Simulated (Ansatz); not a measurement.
**Single-point calculation, with input and output: TaN**

- system: TaN (I4mm, 2 atoms in the cell)
- method: DFT PBE, scalar-relativistic, plane waves, PAW, no spin polarisation (Ansatz 0.2.0)

The structure derives from an entry of the Crystallography Open Database. It belongs to a series of runs on one base structure; here: all N atoms moved +0.087 Å, as atom 2 towards its neighbour atom 1 (Ta) at 2.179 A. Figures and captions count atoms from 1; the log counts them from 0 in places.

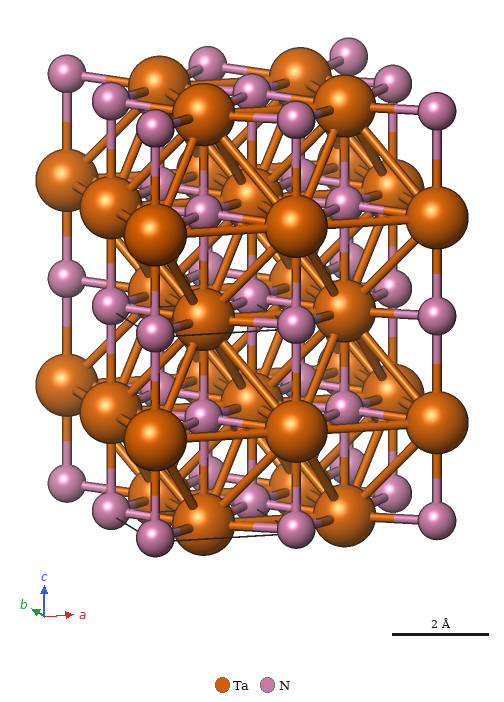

**Figure 1.** The input geometry (ball-and-stick view of the cell 2 times as large as that of the calculation, set on its symmetry axes, repeated 2 × 2 × 2, seen slightly off an axis). An atom can appear more than once, as a periodic image. Near neighbours in the periodic cell (some may lie outside the picture): Ta has 6 N at 2.09 to 2.27 Å and 12 Ta at 3.08 Å; N has 6 Ta at 2.09 to 2.27 Å.

The input
```yaml
crystal:
  lattice:
    - [0.0, 2.179, 2.179]
    - [2.179, 0.0, 2.179]
    - [2.179, 2.179, 0.0]
  atoms:
    - { symbol: Ta, position: [0.5, 0.5, 0.5] }
    - { symbol: "N", position: [-0.0200780174, -0.0200780174, 0.0200780174] }
basis:
  ecutwfc: 420
kpoints:
  mp_grid: { grid: [18, 18, 18] }
hamiltonian:
  xc: pbe
scf:
  occupations: { method: gaussian, width: 0.15 }
output:
  forces: true
  stress: true
  eigenvalues: true
  write_density: true
  write_potential: true
  elf: true
  volumetric_format: npy
```

Run on 1 thread of Intel Xeon (Granite Rapids), 32 GiB of memory available, shared host.

Launch command:
```bash
ansatz run input.yaml --threads 1 --pin off --max-ram 2560MiB --backend cpu --events-out ev --progress --plain --runs-dir out
```

What the program printed
```
Engine: ansatz 0.2.0, x86_64-unknown-linux-gnu
Pseudopotentials: kind: paw
Pseudopotential: Ta, paw, valence charge 13, recommended cutoff 420 eV (normal), Ta.paw.azcp
Pseudopotential: N, paw, valence charge 5, recommended cutoff 420 eV (normal), N.paw.azcp
Functional definition: PBE
  parameter kappa = 0.804
  parameter beta = 0.06672455060314922
  exchange = pbe_x(kappa = kappa, mu = beta*pi^2/3)
  correlation = pbe_c(beta = beta)
Crystal: 2 atoms, lattice volume = 20.692 Å³
Basis set: ecut = 420 eV, 411 PW (Γ), exchange–correlation on 48×48×48 points (8 copies of the dense FFT grid, shifted against one another)
Bands: 13, of which v1, the nominal top of the filled ones, is band 9 counted from 1 (8 counted from 0)
Symmetry: 8 space group operations
Space group: I4mm (ITA 107), of the structure as read, at distance tolerance 2.7e-5 Å
k-points: 480 of 5832 (time reversal used)
Non-local potential: Ta, projectors of the file, l = 0: 3, l = 1: 2, l = 2: 2, l = 3: 1
Non-local potential: N, projectors of the file, l = 0: 2, l = 1: 2, l = 2: 1
PAW form: soft (Blöchl's): semilocal exchange-correlation on the pseudo side does not see the compensation charge
PAW one-centre angular grid: Ta, 590 points (default); XC on 64 Gauss nodes
PAW one-centre angular grid: N, 110 points (default); XC on 64 Gauss nodes
Initial density: superposition of atomic densities (neutral atoms: chi_scale 0, normalization atom), corrected by the library's trained network
Initial wavefunctions: pseudopotential atomic-orbital guess
Functional: x = pbe(κ = 0.804, μ = 0.2195149727645171), c = pbe(β = 0.06672455060314922)
SCF iter   1: F=—  HF=-10317.850596 eV  |F-HF|=—  |Δ(HF+E_count)|=         —  Δρ=3.02e-3  dr2=1.55e-3  ethr=1.77e-3  ⟨swp⟩=5.3  Hψ=72883  notcnv=0  defer=138
automatic band count: the SCF goes on with 17 bands, as 13 were too few: the levels above may hold too much charge
preconditioner: auto → none  [metal: Δε(μ)=0.002 eV  Ē_g=15.908 eV  σ=0.150 eV  W_gap=0.01  n_scr=8 (ndim 8)  ℏωp=25.8 eV  f_vac=0.000  D(μ)=0.80/eV (n_scr^D=8)  sad-step TF]
SCF iter   2: F=—  HF=-10317.850195 eV  |F-HF|=—  |Δ(HF+E_count)|=   4.01e-4  Δρ=1.86e-3  dr2=6.70e-4  ethr=8.60e-6  ⟨swp⟩=1.3  Hψ=12250  notcnv=0  defer=138
SCF iter   3: F=—  HF=-10317.850192 eV  |F-HF|=—  |Δ(HF+E_count)|=   3.33e-6  Δρ=3.59e-4  dr2=2.17e-5  ethr=3.72e-6  ⟨swp⟩=2.2  Hψ=9228  notcnv=0  defer=138
SCF iter   4: F=—  HF=-10317.850185 eV  |F-HF|=—  |Δ(HF+E_count)|=   7.14e-6  Δρ=1.11e-4  dr2=1.60e-6  ethr=1.20e-7  ⟨swp⟩=2.1  Hψ=9106  notcnv=0  defer=138
iter 5 did not close the SCF: its close was put off for the readings that it lacked (scf_convergence_deferred on its scf_iter line)
SCF iter   5: F=-10317.850185 eV  HF=-10317.850185 eV  |F-HF|=4.79e-8  |Δ(HF+E_count)|=   2.16e-7  Δρ=2.18e-5  dr2=7.54e-8  ethr=8.89e-9  ⟨swp⟩=2.6  Hψ=10553  notcnv=0  defer=138
SCF iter   6: F=-10317.850185 eV  HF=-10317.850185 eV  |F-HF|=3.07e-9  |Δ(HF+E_count)|=   1.58e-8  Δρ=6.13e-6  dr2=4.66e-9  ethr=4.19e-10  ⟨swp⟩=9.5  Hψ=49692  notcnv=0
SCF 1 converged in 6 iterations: F = -10317.850185 eV  dr2 = 4.66e-9
  greatest PAW one-centre occupation: 0.999 electrons in one spin orbital (limit 2), on the Ta atom at site 0 (counted from 0), in its partial waves of l = 0
SCF converged after 6 iterations
Free energy (F): -10317.850185 eV
Harris-Foulkes:  -10317.850185 eV  (|F-HF|=3.07e-9)
Internal energy: -10317.841166 eV  (E = F + TS)
E sigma→0 (E₀):  -10317.845676 eV
Entropy (-TS):   -0.009018 eV (-4.509 meV/atom)
Fermi energy:    22.343823 eV
--- Per-component energies (eV) ---
  E_band       = -33.618675
  E_kinetic    = 503.755282
  E_local      = -566.350314  (includes V_loc(G=0)·N_el)
  E_nonlocal   = 60.550018
  E_hartree    = 192.686713
  E_xc         = -280.921143
  E_vxc        = -283.704158  (∫ρ·V_xc dr)
  E_paw        = -8524.770486  (= ΣΔE_a)
  E_vpaw       = -133.243289  (= ΣTr[D̂ρ^β])
  E_aug_tail   = 0.000241  (compensation charges beyond the density's cutoff)
  E_ewald      = -1702.791478
  E_smearing   = -0.009018  (= −TS)
  E_closure    = -0.000000  (closes the sum)
  Σ components = -10317.850185   (vs F -10317.850185, Δ=0.00e0)
--- Forces (eV/Å), atoms counted from 1 ---
  atom   1  Ta    -0.00000000    -0.00000000    -0.84080838
  atom   2  N      0.00000000     0.00000000     0.84081795
  max |Σ_I F_I| component: 9.57e-6 eV/Å
--- Stress (GPa, compression-positive) ---
       14.562619       0.000000       0.000000
        0.000000      14.562619       0.000000
        0.000000      -0.000000      18.738205
  P = ⅓ Tr σ = 15.9545 GPa (159.545 kbar)
--- Band table (eV; the first three rows and the last of 480) ---
  k-point 0: bands = ["-47.0553", "-13.3067", "-13.2985", "-13.2985", "3.2816", "18.2245", "18.2245", "18.2624", "20.1871", "20.4217", "20.4217", "22.4507", "22.6945", "24.0642", "31.5040", "46.7410", "46.7410"]
  k-point 1: bands = ["-47.0533", "-13.3333", "-13.3058", "-13.3012", "3.3601", "17.7264", "17.9938", "18.1844", "20.2418", "20.4836", "20.5675", "22.7897", "23.0099", "24.2989", "31.7442", "45.5552", "46.1754"]
  k-point 2: bands = ["-47.0477", "-13.4218", "-13.3141", "-13.3091", "3.5886", "16.9040", "17.4451", "17.6235", "20.4905", "20.7056", "20.8294", "23.6195", "23.7952", "24.9152", "32.4236", "43.5757", "44.8253"]
  k-point 479: bands = ["-46.9690", "-14.1162", "-13.6134", "-13.6134", "4.5230", "15.6654", "16.7039", "17.6387", "17.6387", "24.5977", "26.0727", "26.0727", "27.0601", "29.1384", "31.9534", "38.8229", "38.8229"]
```

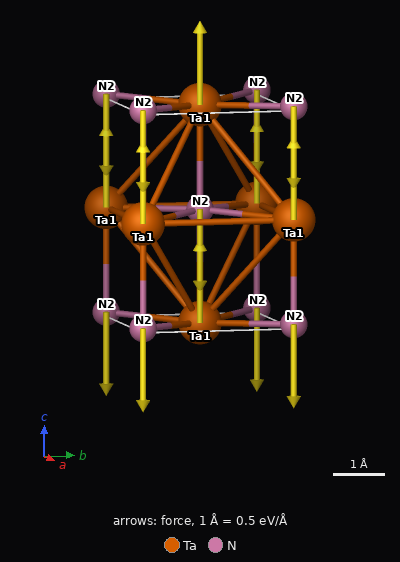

**Figure 2.** Forces on the atoms as yellow arrows (ball-and-stick view of the cell 2 times as large as that of the calculation, set on its symmetry axes, seen slightly off an axis; atoms are numbered from 1 in the order of the input). The largest act on N2 (0.84 eV/Å); Ta1 (0.84 eV/Å). The geometry is not a stationary point of this energy.

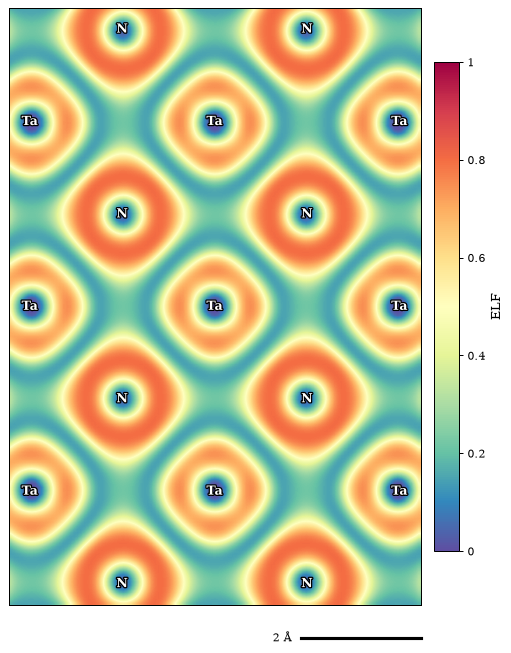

**Figure 3.** ELF on the (001) plane of the conventional cell. Ta–Ta (3.08 Å): the ELF is about 0.20 at the midpoint; no shared electron pair. Ta–N (2.18 Å): the ELF is about 0.15 at the midpoint (a polar contact without a shared pair, in a metal). The strong features right at Ta lie inside the PAW spheres (semicore, d or f shells) and say nothing about bonding. Core electrons are frozen (PAW), so the fields are smoothed inside the atomic spheres.

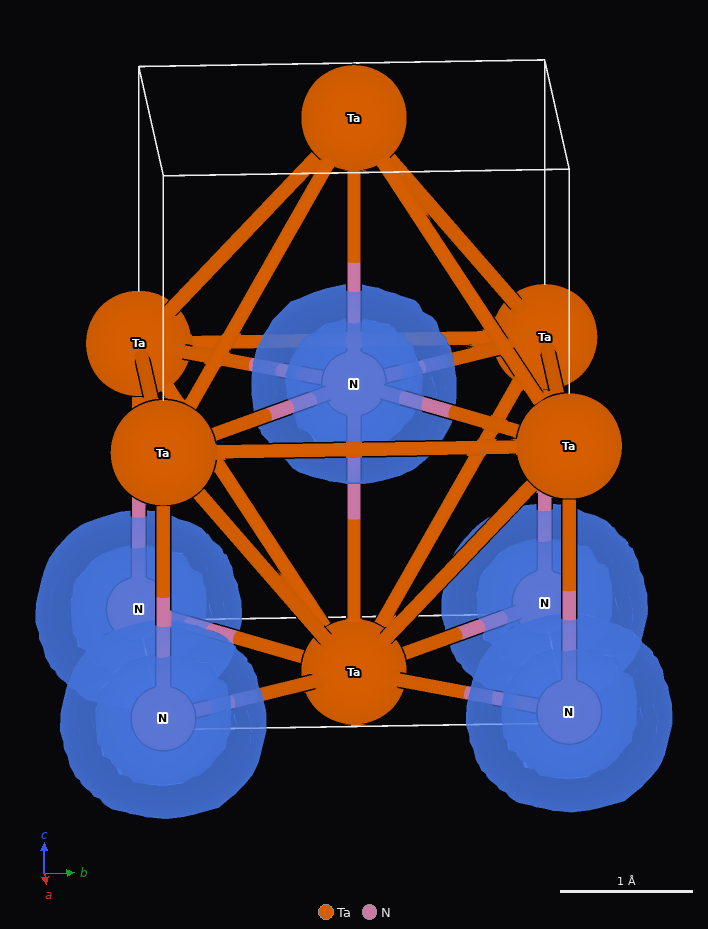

**Figure 4.** Isosurface of the electron localisation function at 0.75 (blue), seen at an oblique angle. Only the valence region is drawn (cores and ρ < 0.01 e/Å³ removed). Sticks mark near contacts. The outline is the cell set on symmetry axes. Values along the shortest contacts: Ta–N (2.09 Å): the ELF is about 0.20 at the midpoint (no shared pair; the contact is polar). Ta–Ta (3.08 Å): the ELF is about 0.20 at the midpoint (no shared electron pair).

Key numbers

```json
{"quantity": "outcome", "value": "converged"}
{"quantity": "space group (tolerance 0.01 Å)", "value": "I4mm (107)"}
{"quantity": "electrons treated", "value": "18"}
{"quantity": "free energy", "value": "−10317.8502 eV"}
{"quantity": "Fermi energy", "value": "22.344 eV"}
{"quantity": "gap on the k-point mesh", "value": "none (metallic)"}
{"quantity": "pressure", "value": "15.95 GPa"}
{"quantity": "largest force (length of the vector)", "value": "0.841 eV/Å"}
{"quantity": "wall time", "value": "11 s"}
{"quantity": "peak memory", "value": "0.5 GiB"}
```

Remarks

Spin–orbit coupling is left out, which matters for Ta. The cell is under a pressure of 16.0 GPa at this level, so it is not at its equilibrium volume.
